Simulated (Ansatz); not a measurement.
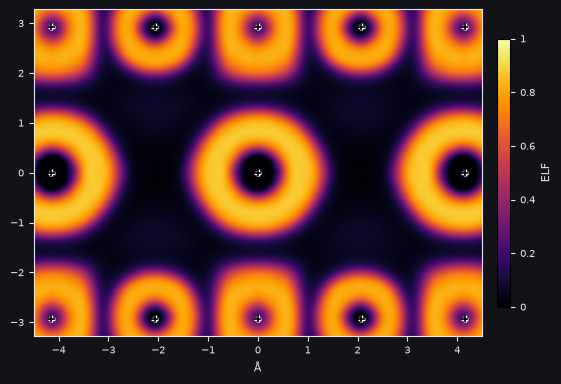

The ELF on a plane through atoms (crosses mark nuclei in the plane).

Method: Ansatz, Kohn-Sham DFT of a periodic cell, LDA, Ansatz PAW.

Candidates:
A. BaZrO$_{3}$, a = 4.15 Å, b = 4.15 Å, c = 4.15 Å, α = 90.00°, β = 90.00°, γ = 90.00°. Space group Pm-3m.
B. HfO$_{2}$, a = 5.08 Å, b = 5.08 Å, c = 5.08 Å, α = 90.00°, β = 90.00°, γ = 90.00°. Space group Fm-3m; computed pressure about −12 GPa in this cell.

> Which candidate gave the map?

Candidate A: BaZrO$_{3}$ on the (011̄) plane of the conventional cell, which holds Ba, Zr and O. Zr–O (2.07 Å): the ELF peaks at about 0.85 in the valence shell of O, 0.6 Å from its nucleus, and drops to about 0.20 between the two atoms; no shared electron pair shows on this line. Ba–O (2.93 Å): the ELF is about 0.10 at the midpoint; an ionic contact with no shared pair.
